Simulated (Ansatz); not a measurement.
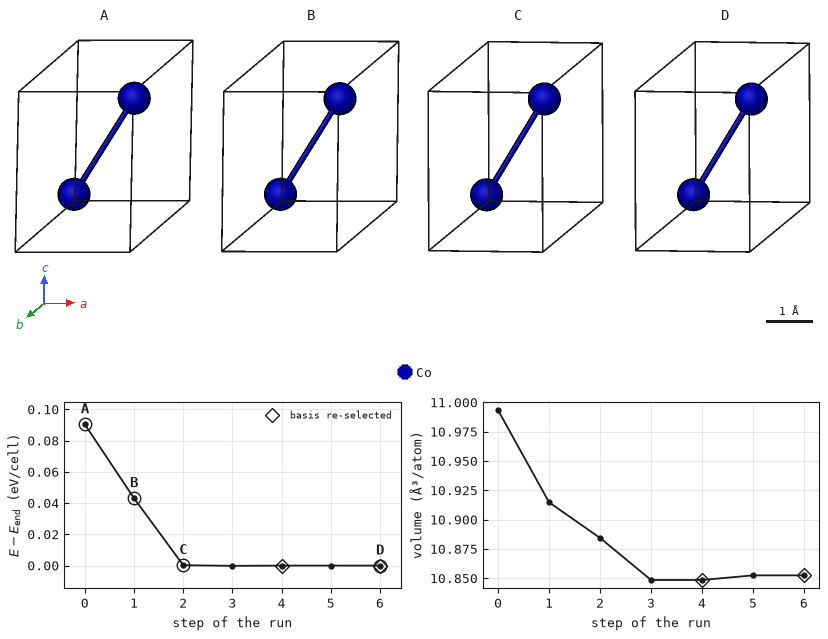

Frames of a relaxation of solid Co (set up in P-1), marked on the history of the run. The picture is a ball-and-stick view of the cell of the calculation, seen from a free direction.

Case: all atoms moved at random, sigma 0.15 Å for each component, cell strained at random, sigma 0.01; relaxed back.

All numbers below come from Ansatz, DFT PBE, scalar-relativistic, plane waves, PAW.

Input file:
```yaml
crystal:
  lattice:
    - [2.5054514803, 0.0226749262, 0.0542458838]
    - [-1.233088678, 2.1565642484, -0.0445234378]
    - [0.0877900969, -0.0325169447, 4.0504616019]
  atoms:
    - { symbol: Co, position: [0.3083093052, 0.62136478, 0.2397261566], spin: 1.84 }
    - { symbol: Co, position: [0.6916906948, 0.37863522, 0.7602738434], spin: 1.84 }
basis:
  ecutwfc: 420
kpoints:
  mp_grid: { grid: [18, 18, 8] }
hamiltonian:
  xc: pbe
scf:
  occupations: { method: gaussian, width: 0.15 }
output:
  forces: true
  stress: true
  eigenvalues: true
  populations: true
magnetization:
  spin_polarized: true
relax:
  adjacent_minimum: "off"
  f_tol: 0.01
  max_steps: 80
  cell: { stress_tol: 0.1 }
```

Launched with:
```bash
ansatz run input.yaml --threads 2 --pin off --max-ram 5120MiB --backend cpu --events-out ev --progress --plain --runs-dir out
```

### What happens along the run?

The largest moves relative to the cell, 0.11 Å, are those of Co1 and Co2. Co1 goes roughly along [2 3 1]. Cell: a 2.506 → 2.492 Å (−0.6 %), b 2.485 → 2.492 Å (+0.3 %), c 4.052 → 4.036 Å (−0.4 %), α 92.0° → 90.0°, β 87.5° → 90.0°, γ 119.3° → 120.0°. Volume −1.3 %. Near-neighbour distances that change, for instance: Co1–Co2 2.653 → 2.478 Å, Co1–Co2 (another image) 2.320 → 2.478 Å, Co1–Co2 (another image) 2.563 → 2.478 Å, Co1–Co2 (another image) 2.406 → 2.478 Å. The space group (tolerance 0.01 Å) goes from P-1 (No. 2) to P6_3/mmc (No. 194). Over 4 accepted moves (6 points after the start) the energy falls by 90.4 meV per cell of the calculation. Largest force component: 0.66 eV/Å at the start, under 0.0001 eV/Å at the end. The pressure goes from −0.41 to 0.00 GPa. The SCF was repeated twice at an unchanged geometry on a basis and grid sized afresh for the cell, which shifted the energy by 0.1 meV per cell of the calculation at most. Cost: 3.1 min on 2 threads of Intel(R) Xeon(R) 6975P-C (Granite Rapids), with other jobs on the host, peak memory 1.3 GiB. From step 0 to 1: Co atoms move most (0.03 Å), volume −0.7 %, energy −47.3 meV per cell of the calculation. From step 1 to 2: Co atoms move most (0.08 Å), volume −0.3 %, energy −42.9 meV per cell of the calculation. From step 2 to 6: volume −0.3 %, energy −0.3 meV per cell of the calculation.

```csv
step,"E − E(0), meV/atom","largest force component, eV/Å","pressure, GPa","volume, Å³/atom",note
0,0.00,0.6584,-0.41,10.993,
1,-23.64,0.4449,-0.07,10.915,
2,-45.09,0.0091,-0.64,10.884,
3,-45.29,0.0003,0.07,10.849,
4,-45.22,0.0002,0.08,10.849,"same geometry, new basis"
5,-45.22,0.0000,0.00,10.853,
6,-45.22,0.0000,0.00,10.853,"same geometry, new basis"
```
